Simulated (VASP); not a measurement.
BaTiO3 (space group P4mm, No. 99): an entry of the Crystallography Open Database, as set up for an electronic-structure calculation.

Space group P4mm (No. 99). a = 4.000 Å, b = 4.000 Å, c = 4.018 Å, α = 90.00°, β = 90.00°, γ = 90.00°
```csv
atom,site,symmetry,x,y,z
Ba,1a,4mm,0.0000,0.0000,0.0000
Ti,1b,4mm,0.5000,0.5000,0.4900
O,2c,2mm.,0.0000,0.5000,0.5170
O,1b,4mm,0.5000,0.5000,0.0190
```

Describe how the polyhedra about Ti are linked (bonds: O–Ti below 2.4 Å).

Ti: TiO6 octahedron, sharing corners with six neighbours.

They form a three-dimensional framework of corner-sharing octahedra.

Centre to centre across a shared corner: 4.00 to 4.02 Å.

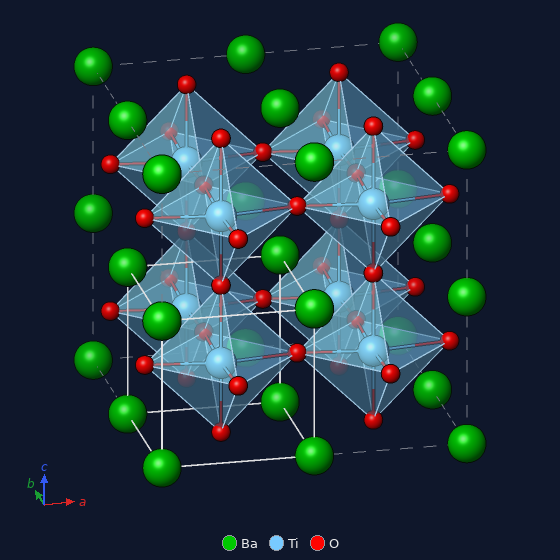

Polyhedra are drawn about Ti (bonds: O–Ti below 2.4 Å); other atoms are plain spheres.
